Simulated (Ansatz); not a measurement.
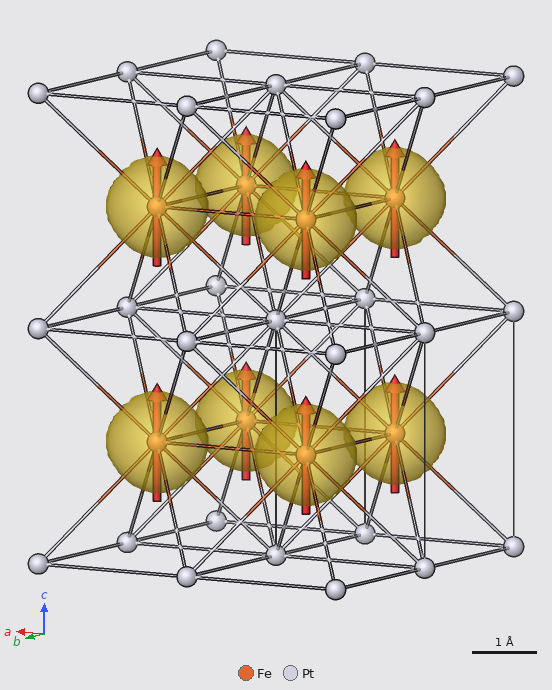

*FePt. Isosurface of the size of the magnetisation density at 0.3 e/Å³ (yellow), with the spin moments of the magnetic sites as arrows; seen at an oblique angle.*

Space group P4/mmm; started from the FePt prototype.

Theory: Ansatz, DFT PBE, spin-orbit coupling, plane waves, PAW.

```
Fe Pt
1.0
     2.73418    0.00000    0.00000
     0.00000    2.73418    0.00000
     0.00000    0.00000    3.75329
Fe Pt
1 1
Direct
  0.50000 0.50000 0.50000
  0.00000 0.00000 0.00000
```

Describe the magnetic structure.

Answer. Spin moments: Fe 2.8 μB. There is one magnetic site in the cell, along [0 0 1] of the cell.
